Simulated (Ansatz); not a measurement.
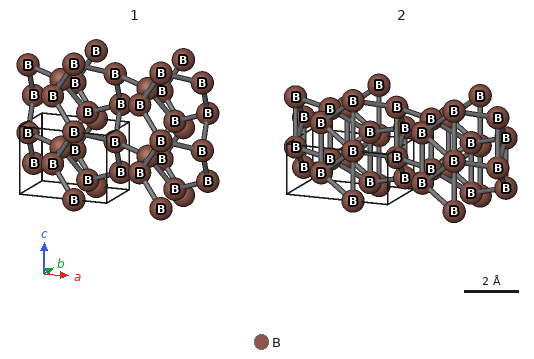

Two geometries of crystalline B (a generated structure, set up in P6_122) (coarse preliminary run), drawn at one scale. One is the start of a relaxation, the other its converged end. A ball-and-stick model of the cell of the calculation, repeated 2 × 1 × 2 with one cell outlined, seen slightly off an axis.

The calculation used Ansatz, DFT PBE, scalar-relativistic, plane waves, PAW. Set-up: plane-wave cutoff 420 eV; k-point mesh 6 × 6 × 6; occupations gaussian; smearing width 0.1 eV; no spin polarisation; cell and atoms relaxed; force threshold 0.04 eV/Å; at most 70 steps.

Question: Which one is relaxed?

Answer: Structure 2 is the relaxed one. After 13 accepted moves (15 points after the start) the energy has fallen by 3.926 eV per cell of the calculation. The largest force component goes from 1.7 to 0.012 eV/Å. Pressure: 36.66 GPa at the start and 0.18 GPa at the end. At 2 points the geometry stayed and the basis and grid were re-selected for the new cell (energy shift of 80.5 meV per cell of the calculation at most each time). The largest moves relative to the cell, 0.17 Å, are those of B atoms. The drawn cell changes as follows: a = b 4.344 → 5.042 Å (+16.1 %), c 2.562 → 1.895 Å (−26.0 %); the volume changes by −0.4 %. Some distances before and after: B–B 2.562 → 1.895 Å, B–B 2.692 → 2.342 Å, B–B 1.666 → 1.845 Å, B–B 1.694 → 1.758 Å. Bond angles that change, for instance: B–B–B 100.5° → 61.8°, B–B–B 96.6° → 109.3°. The space group stays P6_122 (No. 178). The run took 31 s on 1 thread of Arm Neoverse V2 (shared host), peak memory 0.29 GiB.

Limits of the set-up: the k-point mesh is coarse for a cell with partly filled bands.
